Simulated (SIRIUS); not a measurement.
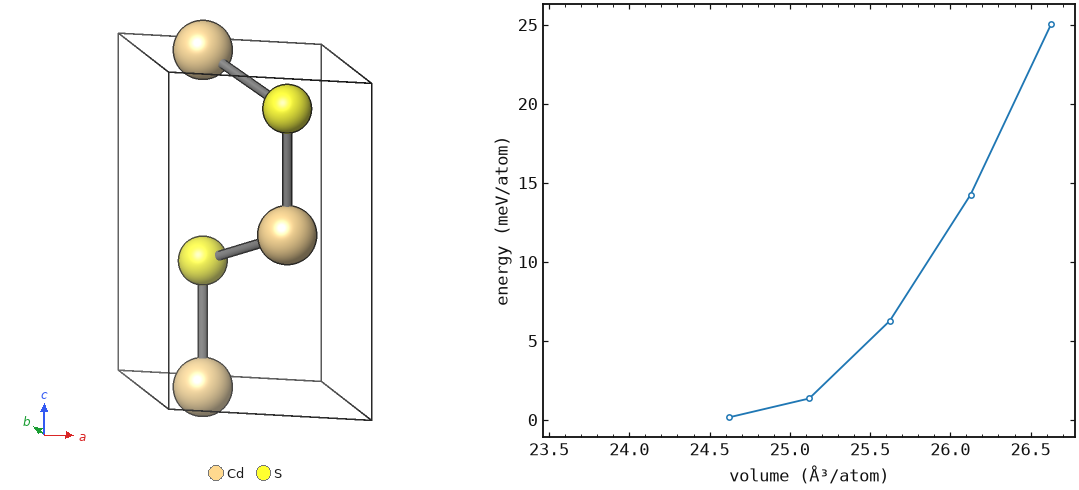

The picture above shows the energy against volume for CdS, space group P6_3mc (No. 186). The conventional cell is drawn beside the plot.

Starting cell:
```
Cd S
1.0
     4.15000    0.00000    0.00000
    -2.07500    3.59401    0.00000
     0.00000    0.00000    6.73700
Cd S
2 2
Direct
  0.66667 0.33333 0.50000
  0.33333 0.66667 0.00000
  0.66667 0.33333 0.87500
  0.33333 0.66667 0.37500
```

Method: all-electron LAPW DFT, no spin polarisation; energies at scaled volumes of the given cell, shape and fractions fixed, counted from the fit's minimum, third-order Birch-Murnaghan fit (SIRIUS 7.12.0). Level: PBEsol.

- k mesh: 7×7×4
- occupations: Fermi–Dirac
- smearing width: 0.05 eV
- potentials: all electron FP LAPW
- program settings: basis apw+lo standard, gk cutoff 3.58 1/bohr, pw cutoff 20 1/bohr

The points at volume 23.61 Å³/atom and 24.12 Å³/atom are left out of the plot. What values does the calculation give there?

| volume (Å³/atom) | energy (meV/atom) |
| --- | --- |
| 23.61 | 9.80 |
| 24.12 | 2.59 |

Keep in mind: shape and atomic fractions are frozen while scaling, which makes layered, chain and framework solids too stiff.
